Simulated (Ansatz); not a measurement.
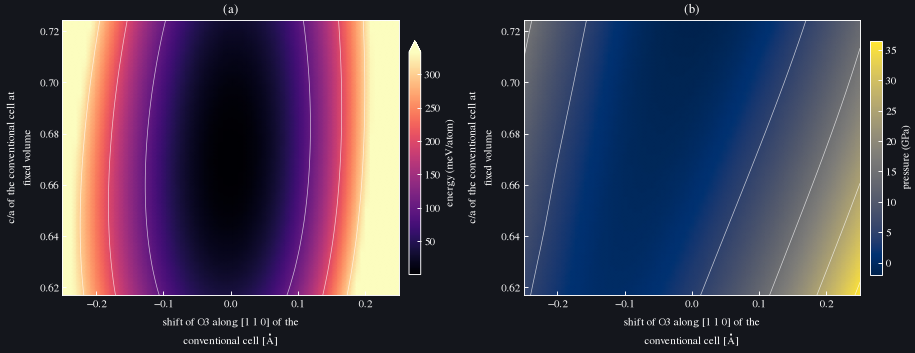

SnO₂ (P4_2/mnm, No. 136; 6 atoms in the cell). The energy is mapped over a free internal coordinate and the cell. First axis: shift of O3 along [1 1 0] of the conventional cell, Cartesian (0.71 0.71 0), its symmetry partners moved as symmetry demands (measured in the relaxed cell). Second axis: c/a of the conventional cell at fixed volume. Nothing is relaxed (all other coordinates fixed). The scan uses an 11 × 11 grid. Points are written as (first, second). Energies are in meV/atom, from the lowest grid point. Level of theory: Ansatz, DFT PBE, scalar-relativistic, plane waves, PAW. Settings: cutoff 520 eV, k-mesh 6×6×8 in the order of the run's cell vectors, gaussian smearing 0.05 eV, no spin polarisation.

Panel (a) is the energy and panel (b) the computed pressure on the same grid.

Drawn: a smooth colour map with a few white contour lines, one colour for all values above the top of the scale. Between grid points the surface is interpolated.

How does the pressure vary over the map, and what is it at the lowest grid point?

It runs from −2.0 GPa at (0.00 Å, 0.724) to 36.5 GPa at (0.25 Å, 0.617). At the lowest grid point, (0.00 Å, 0.671), it is 0.0 GPa.

```tsv
second ↓, first →	−0.25	−0.20	−0.15	−0.10	−0.05	0.00	0.05	0.10	0.15	0.20	0.25
0.724	17.0	9.7	4.4	0.8	−1.3	−2.0	−1.4	0.4	3.5	7.8	13.4
0.714	15.6	8.7	3.7	0.5	−1.3	−1.7	−0.9	1.2	4.5	9.1	15.0
0.703	14.2	7.7	3.1	0.1	−1.3	−1.4	−0.2	2.1	5.7	10.5	16.7
0.692	12.9	6.8	2.5	−0.1	−1.2	−1.0	0.4	3.1	7.0	12.1	18.6
0.681	11.7	5.9	2.0	−0.3	−1.1	−0.5	1.2	4.2	8.4	13.8	20.6
0.671	10.5	5.1	1.6	−0.4	−0.8	0.0	2.1	5.4	9.9	15.7	22.8
0.660	9.4	4.4	1.2	−0.4	−0.5	0.6	3.1	6.7	11.6	17.7	25.2
0.649	8.5	3.8	0.9	−0.3	−0.2	1.4	4.2	8.2	13.4	19.9	27.7
0.638	7.5	3.3	0.7	−0.2	0.3	2.2	5.3	9.7	15.3	22.2	30.5
0.628	6.7	2.8	0.6	0.0	0.9	3.1	6.6	11.4	17.4	24.7	33.4
0.617	5.9	2.4	0.5	0.3	1.5	4.1	8.0	13.1	19.6	27.3	36.5
```

PAW datasets: the set soft_1.
